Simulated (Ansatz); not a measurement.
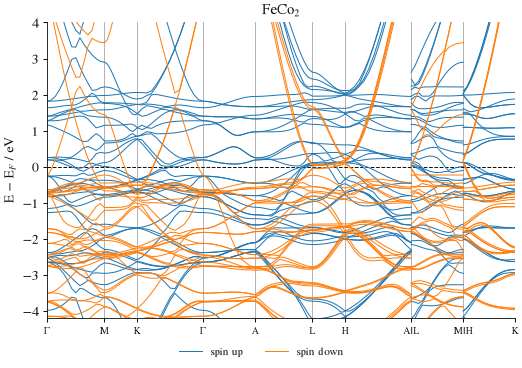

Band structure. Energies are counted from the Fermi level.

Question: What lattice type does the k path imply?

Answer: A hexagonal (primitive) lattice: the path Γ–M–K–Γ–A–L–H–A|L–M|H–K runs through the special points of its Brillouin zone.

The material is FeCo$_{2}$, space group P-62m (No. 189), 6 atoms in the cell.

Computed with Ansatz: DFT PBE, scalar-relativistic, plane waves, PAW, spin-polarised, 12×12×10 k mesh, 420 eV cutoff, Gaussian smearing of 0.1 eV.

Question: Metal, semiconductor or insulator?

Answer: A metal: bands cross the Fermi level along this path.

Question: Which levels at H lie nearest to the Fermi level?

Answer: At H the nearest levels lie 0.34 eV below and 0.08 eV above the Fermi level.

The structure is an invented one, so it need not be a known or stable phase.
